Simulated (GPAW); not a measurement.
# MnGa17N18 (GaN72 Mn2 d3p18): parallel and opposed starts, part 2 of 2

Aim: find out whether MnGa17N18 (GaN72 Mn2 d3p18) carries moments, and which collinear order costs least.

GPAW 26.7.0; PBE; plane waves with GPAW's PAW setups, scalar-relativistic.

So far. Step 2 (Order 1, typed as ferro ++): After 37 cycles the largest moment stands at 3.42 μB.

## 3. Order 2, typed as antiferro +-

Another pattern of signs weighs the neighbour shells otherwise.

Input file order2.py:

```python
import json
import numpy as np
from ase import Atoms
from ase.parallel import paropen, parprint
from gpaw import GPAW

atoms = Atoms(['Mn', 'N', 'Ga', 'N', 'Ga', 'N', 'Ga', 'N', 'Ga', 'N', 'Ga', 'N', 'Ga', 'N', 'Ga', 'N', 'Ga', 'N', 'Mn', 'N', 'Ga', 'N', 'Ga', 'N', 'Ga', 'N', 'Ga', 'N', 'Ga', 'N', 'Ga', 'N', 'Ga', 'N', 'Ga', 'N', 'Ga', 'N', 'Ga', 'N', 'Ga', 'N', 'Ga', 'N', 'Ga', 'N', 'Ga', 'N', 'Ga', 'N', 'Ga', 'N', 'Ga', 'N', 'Ga', 'N', 'Ga', 'N', 'Ga', 'N', 'Ga', 'N', 'Ga', 'N', 'Ga', 'N', 'Ga', 'N', 'Ga', 'N', 'Ga', 'N'],
    cell=[[9.567, 0.0, 0.0],
         [-4.7835, 8.285265, 0.0],
         [0.0, 0.0, 10.37]],
    scaled_positions=[[0.0, 0.0, 0.0],
         [0.111111, 0.222222, 0.0615],
         [0.111111, 0.222222, 0.25],
         [0.0, 0.0, 0.3115],
         [0.0, 0.0, 0.5],
         [0.111111, 0.222222, 0.5615],
         [0.111111, 0.222222, 0.75],
         [0.0, 0.0, 0.8115],
         [0.0, 0.333333, 0.0],
         [0.111111, 0.555556, 0.0615],
         [0.111111, 0.555556, 0.25],
         [0.0, 0.333333, 0.3115],
         [0.0, 0.333333, 0.5],
         [0.111111, 0.555556, 0.5615],
         [0.111111, 0.555556, 0.75],
         [0.0, 0.333333, 0.8115],
         [0.0, 0.666667, 0.0],
         [0.111111, 0.888889, 0.0615],
         [0.111111, 0.888889, 0.25],
         [0.0, 0.666667, 0.3115],
         [0.0, 0.666667, 0.5],
         [0.111111, 0.888889, 0.5615],
         [0.111111, 0.888889, 0.75],
         [0.0, 0.666667, 0.8115],
         [0.333333, 0.0, 0.0],
         [0.444444, 0.222222, 0.0615],
         [0.444444, 0.222222, 0.25],
         [0.333333, 0.0, 0.3115],
         [0.333333, 0.0, 0.5],
         [0.444444, 0.222222, 0.5615],
         [0.444444, 0.222222, 0.75],
         [0.333333, 0.0, 0.8115],
         [0.333333, 0.333333, 0.0],
         [0.444444, 0.555556, 0.0615],
         [0.444444, 0.555556, 0.25],
         [0.333333, 0.333333, 0.3115],
         [0.333333, 0.333333, 0.5],
         [0.444444, 0.555556, 0.5615],
         [0.444444, 0.555556, 0.75],
         [0.333333, 0.333333, 0.8115],
         [0.333333, 0.666667, 0.0],
         [0.444444, 0.888889, 0.0615],
         [0.444444, 0.888889, 0.25],
         [0.333333, 0.666667, 0.3115],
         [0.333333, 0.666667, 0.5],
         [0.444444, 0.888889, 0.5615],
         [0.444444, 0.888889, 0.75],
         [0.333333, 0.666667, 0.8115],
         [0.666667, 0.0, 0.0],
         [0.777778, 0.222222, 0.0615],
         [0.777778, 0.222222, 0.25],
         [0.666667, 0.0, 0.3115],
         [0.666667, 0.0, 0.5],
         [0.777778, 0.222222, 0.5615],
         [0.777778, 0.222222, 0.75],
         [0.666667, 0.0, 0.8115],
         [0.666667, 0.333333, 0.0],
         [0.777778, 0.555556, 0.0615],
         [0.777778, 0.555556, 0.25],
         [0.666667, 0.333333, 0.3115],
         [0.666667, 0.333333, 0.5],
         [0.777778, 0.555556, 0.5615],
         [0.777778, 0.555556, 0.75],
         [0.666667, 0.333333, 0.8115],
         [0.666667, 0.666667, 0.0],
         [0.777778, 0.888889, 0.0615],
         [0.777778, 0.888889, 0.25],
         [0.666667, 0.666667, 0.3115],
         [0.666667, 0.666667, 0.5],
         [0.777778, 0.888889, 0.5615],
         [0.777778, 0.888889, 0.75],
         [0.666667, 0.666667, 0.8115]],
    pbc=True,
    magmoms=[4.5, 0.0, 0.0, 0.0, 0.0, 0.0, 0.0, 0.0, 0.0, 0.0, 0.0, 0.0, 0.0, 0.0, 0.0, 0.0, 0.0, 0.0, -4.5, 0.0, 0.0, 0.0, 0.0, 0.0, 0.0, 0.0, 0.0, 0.0, 0.0, 0.0, 0.0, 0.0, 0.0, 0.0, 0.0, 0.0, 0.0, 0.0, 0.0, 0.0, 0.0, 0.0, 0.0, 0.0, 0.0, 0.0, 0.0, 0.0, 0.0, 0.0, 0.0, 0.0, 0.0, 0.0, 0.0, 0.0, 0.0, 0.0, 0.0, 0.0, 0.0, 0.0, 0.0, 0.0, 0.0, 0.0, 0.0, 0.0, 0.0, 0.0, 0.0, 0.0])
atoms.calc = GPAW(mode={'name': 'pw', 'ecut': 600},
    xc='PBE',
    kpts={'size': (3, 3, 2), 'gamma': True},
    occupations={'name': 'fermi-dirac', 'width': 0.05},
    convergence={'density': 1e-05, 'energy': 1e-05},
    maxiter=200,
    mixer={'name': 'pulay', 'beta': 0.05, 'nmaxold': 6, 'weight': 50},
    symmetry={'tolerance': 1e-4},
    txt='order2.txt')
e = atoms.get_potential_energy(force_consistent=True)
res = {'free_energy': e, 'energy_sigma0': atoms.get_potential_energy(), 'fermi_energy': atoms.calc.get_fermi_level()}
res['moments'] = atoms.get_magnetic_moments().tolist()
res['total'] = atoms.get_magnetic_moment()
parprint('site moments (muB):', np.round(res['moments'], 3))
parprint(f"total moment: {res['total']:.3f} muB")
parprint(f'free energy: {e:.6f} eV')
atoms.calc.write('order2.gpw')
with paropen('results.json', 'w') as f:
    json.dump(res, f)
```

Command:

```bash
$ OMP_NUM_THREADS=1 mpirun -n 8 gpaw python order2.py > order2.log
```

What it wrote:

```text
site moments (muB): [ 3.249e+00  1.000e-03 -2.000e-03  3.000e-03 -8.000e-03  1.000e-03
  8.000e-03  5.000e-03  1.100e-02  2.000e-03 -9.000e-03  1.000e-03
  1.000e-03 -1.000e-03 -1.000e-03 -0.000e+00  2.000e-03 -3.000e-03
 -3.246e+00 -3.000e-03 -9.000e-03  0.000e+00  6.000e-03 -1.000e-03
  2.000e-03 -0.000e+00 -1.000e-02 -3.000e-03 -9.000e-03 -1.000e-03
 -0.000e+00 -1.000e-03  9.000e-03  0.000e+00 -0.000e+00  1.000e-03
  1.000e-03 -0.000e+00  0.000e+00 -0.000e+00 -0.000e+00  2.000e-03
 -9.000e-03  0.000e+00 -0.000e+00 -1.000e-03 -1.000e-03 -0.000e+00
  1.100e-02 -0.000e+00  0.000e+00  1.000e-03  1.000e-03 -0.000e+00
  0.000e+00 -0.000e+00  0.000e+00 -0.000e+00 -1.000e-02 -0.000e+00
  0.000e+00 -1.000e-03 -0.000e+00 -0.000e+00  9.000e-03  1.000e-03
 -2.000e-03  1.000e-03  1.000e-03  1.000e-03  8.000e-03 -0.000e+00]
total moment: 0.013 muB
free energy: -439.837878 eV

--- order2.txt ---
Input parameters:
  mode=PW(ecut=600),
  convergence={'density': 1e-05, 'energy': 1e-05},
  kpts=MonkhorstPack(size=(3, 3, 2), gamma=True),
  maxiter=200,
  mixer=Pulay(name='pulay', nmaxold=6, beta=0.05, weight=50, sigma=0.015, g_ss=None),
  occupations=Occupations(name='fermi-dirac', width=0.05),
  symmetry=Symmetry(tolerance=0.0001),
  xc=XC(name='PBE')

Diagonalizing LCAO Hamiltonian
Converting LCAO to pw mode

            Ga     Ga      Ga
          N       N       N
             NGa    N Ga    NGa
            N      N       N
              NNGa    NNGa   NN Ga
          Ga      Ga      Ga
             Ga N   Ga  N   Ga  N
          N Mn    NGa     NGa
              GGa     GGa    GGa
            NN     NN      NN
               NGa     NGa    N Ga
          Ga  N   Ga  N   Ga N
                N       N       N
             Ga     Ga      Ga
               Mn      Ga     Ga

Atoms  # Å, Bohr magnetons
|    | symbol |         x |        y |        z |    initial magnetic moments |
|----|--------|-----------|----------|----------|-----------------------------|
|  0 |     Mn |  0.000000 | 0.000000 | 0.000000 | ( 0.0000,  0.0000,  4.5000) |
|  1 |      N |  0.000000 | 1.841168 | 0.637755 | ( 0.0000,  0.0000,  0.0000) |
|  2 |     Ga |  0.000000 | 1.841168 | 2.592500 | ( 0.0000,  0.0000,  0.0000) |
|  3 |      N |  0.000000 | 0.000000 | 3.230255 | ( 0.0000,  0.0000,  0.0000) |
|  4 |     Ga |  0.000000 | 0.000000 | 5.185000 | ( 0.0000,  0.0000,  0.0000) |
|  5 |      N |  0.000000 | 1.841168 | 5.822755 | ( 0.0000,  0.0000,  0.0000) |
|  6 |     Ga |  0.000000 | 1.841168 | 7.777500 | ( 0.0000,  0.0000,  0.0000) |
|  7 |      N |  0.000000 | 0.000000 | 8.415255 | ( 0.0000,  0.0000,  0.0000) |
|  8 |     Ga | -1.594498 | 2.761752 | 0.000000 | ( 0.0000,  0.0000,  0.0000) |
|  9 |      N | -1.594503 | 4.602929 | 0.637755 | ( 0.0000,  0.0000,  0.0000) |
| 10 |     Ga | -1.594503 | 4.602929 | 2.592500 | ( 0.0000,  0.0000,  0.0000) |
| 11 |      N | -1.594498 | 2.761752 | 3.230255 | ( 0.0000,  0.0000,  0.0000) |
| 12 |     Ga | -1.594498 | 2.761752 | 5.185000 | ( 0.0000,  0.0000,  0.0000) |
| 13 |      N | -1.594503 | 4.602929 | 5.822755 | ( 0.0000,  0.0000,  0.0000) |
| 14 |     Ga | -1.594503 | 4.602929 | 7.777500 | ( 0.0000,  0.0000,  0.0000) |
| 15 |      N | -1.594498 | 2.761752 | 8.415255 | ( 0.0000,  0.0000,  0.0000) |
| 16 |     Ga | -3.189002 | 5.523513 | 0.000000 | ( 0.0000,  0.0000,  0.0000) |
| 17 |      N | -3.189002 | 7.364681 | 0.637755 | ( 0.0000,  0.0000,  0.0000) |
| 18 |     Mn | -3.189002 | 7.364681 | 2.592500 | ( 0.0000,  0.0000, -4.5000) |
| 19 |      N | -3.189002 | 5.523513 | 3.230255 | ( 0.0000,  0.0000,  0.0000) |
| 20 |     Ga | -3.189002 | 5.523513 | 5.185000 | ( 0.0000,  0.0000,  0.0000) |
| 21 |      N | -3.189002 | 7.364681 | 5.822755 | ( 0.0000,  0.0000,  0.0000) |
| 22 |     Ga | -3.189002 | 7.364681 | 7.777500 | ( 0.0000,  0.0000,  0.0000) |
| 23 |      N | -3.189002 | 5.523513 | 8.415255 | ( 0.0000,  0.0000,  0.0000) |
| 24 |     Ga |  3.188997 | 0.000000 | 0.000000 | ( 0.0000,  0.0000,  0.0000) |
[...]
| 26 |     Ga |  3.188997 | 1.841168 | 2.592500 | ( 0.0000,  0.0000,  0.0000) |
[...]
| 56 |     Ga |  4.783505 | 2.761752 | 0.000000 | ( 0.0000,  0.0000,  0.0000) |
| 57 |      N |  4.783500 | 4.602929 | 0.637755 | ( 0.0000,  0.0000,  0.0000) |
| 58 |     Ga |  4.783500 | 4.602929 | 2.592500 | ( 0.0000,  0.0000,  0.0000) |
| 59 |      N |  4.783505 | 2.761752 | 3.230255 | ( 0.0000,  0.0000,  0.0000) |
| 60 |     Ga |  4.783505 | 2.761752 | 5.185000 | ( 0.0000,  0.0000,  0.0000) |
| 61 |      N |  4.783500 | 4.602929 | 5.822755 | ( 0.0000,  0.0000,  0.0000) |
| 62 |     Ga |  4.783500 | 4.602929 | 7.777500 | ( 0.0000,  0.0000,  0.0000) |
| 63 |      N |  4.783505 | 2.761752 | 8.415255 | ( 0.0000,  0.0000,  0.0000) |
| 64 |     Ga |  3.189002 | 5.523513 | 0.000000 | ( 0.0000,  0.0000,  0.0000) |
| 65 |      N |  3.189002 | 7.364681 | 0.637755 | ( 0.0000,  0.0000,  0.0000) |
| 66 |     Ga |  3.189002 | 7.364681 | 2.592500 | ( 0.0000,  0.0000,  0.0000) |
| 67 |      N |  3.189002 | 5.523513 | 3.230255 | ( 0.0000,  0.0000,  0.0000) |
| 68 |     Ga |  3.189002 | 5.523513 | 5.185000 | ( 0.0000,  0.0000,  0.0000) |
| 69 |      N |  3.189002 | 7.364681 | 5.822755 | ( 0.0000,  0.0000,  0.0000) |
| 70 |     Ga |  3.189002 | 7.364681 | 7.777500 | ( 0.0000,  0.0000,  0.0000) |
| 71 |      N |  3.189002 | 5.523513 | 8.415255 | ( 0.0000,  0.0000,  0.0000) |

Unit cell  # Å
| periodic |         x |        y |         z |   lengths |     angles |
|----------|-----------|----------|-----------|-----------|------------|
|      yes |  9.567000 | 0.000000 |  0.000000 |  9.567000 |  90.000000 |
|      yes | -4.783500 | 8.285265 |  0.000000 |  9.567000 |  90.000000 |
|      yes |  0.000000 | 0.000000 | 10.370000 | 10.370000 | 120.000000 |

Number of symmetries: 2

BZ-sampling:
  Number of BZ points: 18
  Number of IBZ points: 8

  Monkhorst-Pack size: [3, 3, 2]
  Monkhorst-Pack shift: [0.0, 0.0, 0.25]

Plane wave coefficients: 27453
Cutoff: 600.0 eV

Spin-components: 2 (collinear spins)
Bands:           192
Projectors:      362
Spin-degeneracy: 1
Datatype:        complex128

Parallelization:
  kpt:    8
  domain: 1
  band:   1

Density:
  Valence electrons: 312.0
  Components: 2
  Grid points: [56 56 60]
  Charge: 0.0  # |e|

Potential:
  Grid points: [56 56 60]

[... setups left out ...]
Reference energy: -1914448.982282  # eV

eigensolver:
  PPCG
  Converge bands: occupied
  niter=2

density mixing:
  Pulay-Mixer
  Linear mixing parameters: 0.05
  Old densities: 6
  Fourier metric: weight=50, sigma=0.015

occupation numbers:
  Fermi-Dirac:
    width: 0.0500  # eV

poisson solver:
  ecut: 4800.0  # eV

xc functional:
  name: PBE with 2 nearest neighbor stencil

convergence criteria:
- Maximum integral of absolute [dens]ity change: 1e-05 electrons / valence electron
- Maximum [total energy] change in last 3 cyles: 1e-05 eV / valence electron
- Maximum integral of absolute [eigenst]ate change: 4e-08 eV^2 / valence electron
maximum number of iterations: 200

SCF iterations
|iter     |      energy | eigst |  dens |  magmom |
|---------|-------------|-------|-------|---------|
|iter:   1|       0s | -502.238174 | +0.06 |       |  -0.0000|
|iter:   2|      34s | -485.246224 | -0.91 | -0.59 |  +0.0013|
|iter:   3|      67s | -439.976416 | +0.38 | -0.64 |  -0.0181|
|iter:   4|     100s | -440.860462 | -0.96 | -1.10 |  -0.0140|
|iter:   5|     133s | -439.771625 | -1.63 | -1.12 |  +0.0195|
|iter:   6|     166s | -441.211537 | -1.37 | -1.21 |  -0.0048|
|iter:   7|     200s | -441.435749 | -2.34 | -1.25 |  -0.0031|
|iter:   8|     233s | -439.766111 | -1.38 | -1.23 |  +0.0014|
|iter:   9|     266s | -439.802332 | -2.13 | -1.37 |  -0.0350|
|iter:  10|     299s | -439.848034 | -2.64 | -2.26 |  -0.0463|
[... 19 iterations left out ...]
|iter:  30|     941s | -439.785107c| -7.28 | -4.37 |  +0.0116|
|iter:  31|     959s | -439.785109c| -7.95c| -4.39 |  +0.0117|
|iter:  32|     981s | -439.785115c| -7.85c| -4.42 |  +0.0118|
|iter:  33|    1007s | -439.785125c| -7.77c| -4.54 |  +0.0120|
|iter:  34|    1032s | -439.785147c| -7.47c| -4.60 |  +0.0123|
|iter:  35|    1051s | -439.785143c| -7.53c| -4.68 |  +0.0123|
|iter:  36|    1070s | -439.785152c| -7.62c| -4.79 |  +0.0125|
|iter:  37|    1090s | -439.785158c| -7.98c| -4.89 |  +0.0126|
|iter:  38|    1109s | -439.785158c| -8.07c| -4.93 |  +0.0126|
|iter:  39|    1127s | -439.785162c| -8.12c| -5.08c|  +0.0127|

Converged in 39 steps
Energy contributions relative to reference atoms: (reference = -1914448.982282)

Energy contributions:
  Kinetic:        1159.662028
  Coulomb:       -1009.801899
  Zero:              2.210999
  External:          0.000000
  Xc:             -591.803576
  Entropy:          -0.105431
  Spinorbit:         0.000000
  ----------------------------
  Free energy:    -439.837878
  Extrapolated:   -439.785162

dipole moment: (-179.829379, -225.274490, -260.248061)  # |e|*Ang

Total magnetic moment: (0.000000, 0.000000, 0.012699)

Local magnetic moments
|        x |        y |         z |
|----------|----------|-----------|
| 0.000000 | 0.000000 |  3.248999 |  # Mn   0
| 0.000000 | 0.000000 |  0.001349 |  # N    1
| 0.000000 | 0.000000 | -0.001617 |  # Ga   2
| 0.000000 | 0.000000 |  0.003229 |  # N    3
| 0.000000 | 0.000000 | -0.007711 |  # Ga   4
| 0.000000 | 0.000000 |  0.000967 |  # N    5
| 0.000000 | 0.000000 |  0.008176 |  # Ga   6
| 0.000000 | 0.000000 |  0.004891 |  # N    7
| 0.000000 | 0.000000 |  0.010703 |  # Ga   8
| 0.000000 | 0.000000 |  0.002136 |  # N    9
| 0.000000 | 0.000000 | -0.009327 |  # Ga  10
| 0.000000 | 0.000000 |  0.000915 |  # N   11
[...]
| 0.000000 | 0.000000 |  0.009342 |  # Ga  64
| 0.000000 | 0.000000 |  0.001349 |  # N   65
| 0.000000 | 0.000000 | -0.001617 |  # Ga  66
| 0.000000 | 0.000000 |  0.000938 |  # N   67
| 0.000000 | 0.000000 |  0.000569 |  # Ga  68
| 0.000000 | 0.000000 |  0.000967 |  # N   69
| 0.000000 | 0.000000 |  0.008176 |  # Ga  70
| 0.000000 | 0.000000 | -0.000107 |  # N   71

Fermi level: 7.781
Eigenvalues  # (at kpt = [0.000, 0.000, 0.000])
| band index |      eig [eV] | occ [0-1] |      eig [eV] | occ [0-1] |
|------------|---------------|-----------|---------------|-----------|
|          0 |       -73.445 |     1.000 |       -73.409 |     1.000 |
|        ... |               |           |               |           |
|        147 |         5.774 |     1.000 |         5.808 |     1.000 |
|        148 |         5.806 |     1.000 |         5.812 |     1.000 |
|        149 |         6.180 |     1.000 |         6.187 |     1.000 |
|        150 |         6.262 |     1.000 |         6.228 |     1.000 |
|        151 |         6.283 |     1.000 |         6.265 |     1.000 |
|        152 |         6.375 |     1.000 |         6.432 |     1.000 |
|        153 |         6.505 |     1.000 |         6.435 |     1.000 |
|        154 |         7.694 |     0.851 |         7.689 |     0.863 |
|        155 |         7.860 |     0.170 |         7.927 |     0.051 |
|        156 |         7.909 |     0.071 |         7.936 |     0.043 |
|        157 |         8.515 |     0.000 |         8.514 |     0.000 |
|        158 |         9.322 |     0.000 |         9.228 |     0.000 |
|        159 |         9.344 |     0.000 |         9.356 |     0.000 |
|        160 |         9.838 |     0.000 |         9.764 |     0.000 |
|        161 |         9.864 |     0.000 |         9.848 |     0.000 |
|        162 |        10.026 |     0.000 |        10.083 |     0.000 |
|        ... |               |           |               |           |
|        191 |        12.725 |     0.000 |        12.984 |     0.000 |

No gap
No difference between direct/indirect transitions
```

It took 20 min on 8 MPI ranks of Intel Xeon at 2.60GHz (Ice Lake), shared host; peak memory 8.9 GiB.

Spin moment in the augmentation sphere by element, in μB:

```tsv
element	atoms	mean	spread (r.m.s.)	least	largest
Mn	2	0.00	3.25	-3.25	3.25
N	36	0.00	0.00	0.00	0.00
Ga	34	0.00	0.01	-0.01	0.01
```

The atoms farthest from the mean of their element:

```tsv
atom	x, y, z (Å)	spin moment in the augmentation sphere (μB)
Mn1	0.00, 0.00, 0.00	3.25
Mn19	-3.19, 7.36, 2.59	-3.25
Ga9	-1.59, 2.76, 0.00	0.01
Ga49	6.38, 0.00, 0.00	0.01
Ga59	4.78, 4.60, 2.59	-0.01
Ga27	3.19, 1.84, 2.59	-0.01
Ga33	1.59, 2.76, 0.00	0.01
Ga65	3.19, 5.52, 0.00	0.01
```

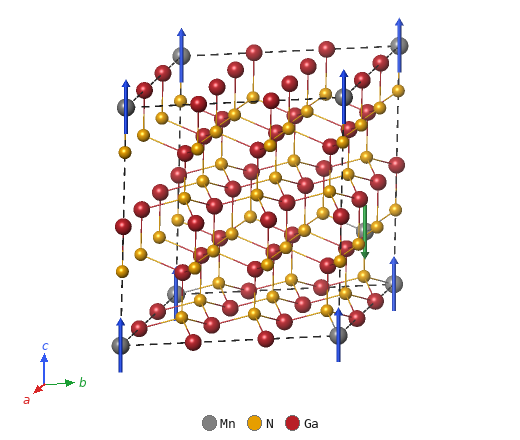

Spin moment in the augmentation sphere as arrows, the longest 3.25 μB. Up and down stand for the sign. Arrows give size and sign along the axis of quantisation, drawn up and down the page. The two directions have two colours. Bonds to atoms that aren't drawn are left out. Some periodic images of atoms are drawn too.

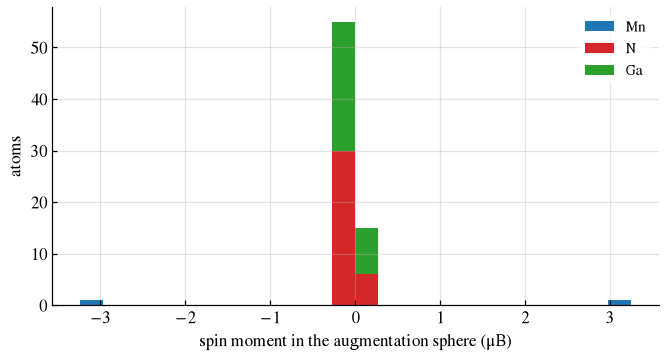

Spin moment in the augmentation sphere as a stacked histogram.

This step gave:

```yaml
net_moment: 0.01270 μB
final_state: antiferromagnetic
```

It lies 113 meV a seeded atom over the first start, and its largest moment is 3.25 μB against 3.42 μB.

## 4. The states side by side

These are free energies at a smearing of 0.05 eV, so its entropy term is in the differences. They are divided by the number of seeded atoms, so that cells of unlike size compare.

Orders:

```tsv
start	final state	typed order kept	energy over the lowest (meV a seeded atom)	largest site moment (μB)	net moment (μB a primitive cell)	mesh matched	CPU time (s)
ferro ++	ferromagnetic	yes	0	3.416	8	yes	9412
antiferro +-	antiferromagnetic	yes	113.5	3.249	0.0127	yes	9601
```

## 5. What came out

| Quantity | Value |
| --- | --- |
| lowest state found | ferromagnetic (typed ferro ++) |
| largest site moment | 3.42 μB |
| next state | antiferromagnetic, 113 meV a seeded atom higher |

In words: The lowest state found is ferromagnetic, reached from the start ferro ++, with moments up to 3.42 μB. The next state costs 113 meV a seeded atom. This is the lowest of 2 finished starts, no proof of the ground state.

[Logs and program files are shortened in this print: banners, set-up blocks, solver, clock and traceback lines can be left out without a mark of their own.]

[Logs are printed without paths, hosts, clocks, repeated set-up lines and the standing remarks that a program may print on its own settings, such as how far it seeks lower states.]

[Hosts, paths, dates, database ids (printed as entryN), source tags and the programs' standing remarks are cut or masked in the printed files.]

[Where a cell is said to come from a database of computed structures, the database is the Materials Project.]
